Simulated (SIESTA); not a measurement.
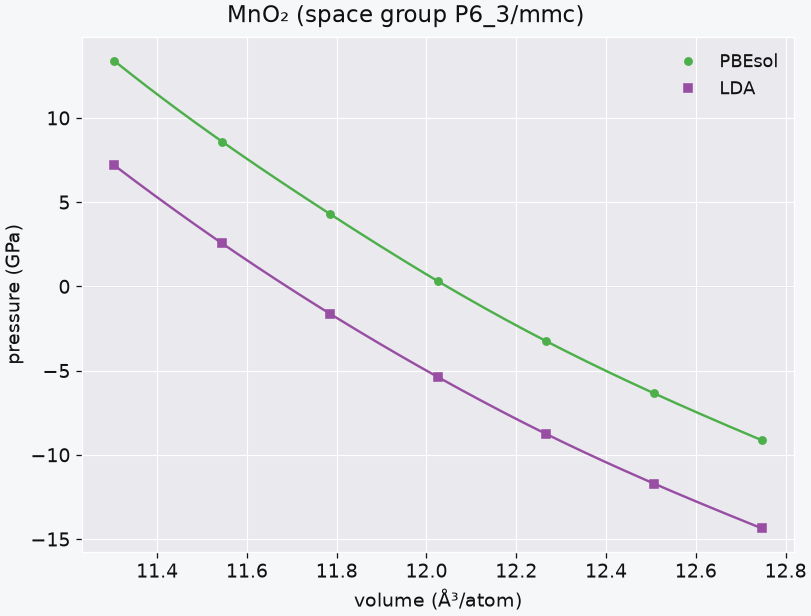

The picture above shows the pressure against volume, with one curve for each functional, for MnO₂ (space group P6_3/mmc).

Method: DFT in numerical atomic orbitals with pseudopotentials, collinear spins; energies at scaled volumes of the given cell, shape and fractions fixed, counted from the fit's minimum, third-order Birch-Murnaghan fit (SIESTA 5.4.2). All runs: collinear spin.

```tsv
setting	value
occupations	Fermi–Dirac
smearing width	0.05 eV
potentials	PseudoDojo 0.4 standard, converted to PSML, two zetas on semicore shells
```

Settings that differ: PBEsol: k mesh 11×11×3; LDA: k mesh 8×8×2.

**Order the curves by fitted equilibrium volume, smallest first.**

LDA 11.687, PBEsol 12.046 Å³/atom.

**Order the curves by fitted bulk modulus, smallest first.**

PBEsol 184.1, LDA 201.3 GPa.

**For PBEsol: what does the pressure do across the range?**

It falls from 13.40 GPa at volume 11.30 Å³/atom to −9.13 GPa at 12.75 Å³/atom, and changes sign near 12.05 Å³/atom.

**For LDA: how does the pressure vary with volume?**

It falls from 7.20 GPa at volume 11.30 Å³/atom to −14.36 GPa at 12.75 Å³/atom, and changes sign near 11.69 Å³/atom.

Note: mulliken charges of long orbitals; short basis over semicore shells; shape and atomic fractions are frozen while scaling, which makes layered, chain and framework solids too stiff.
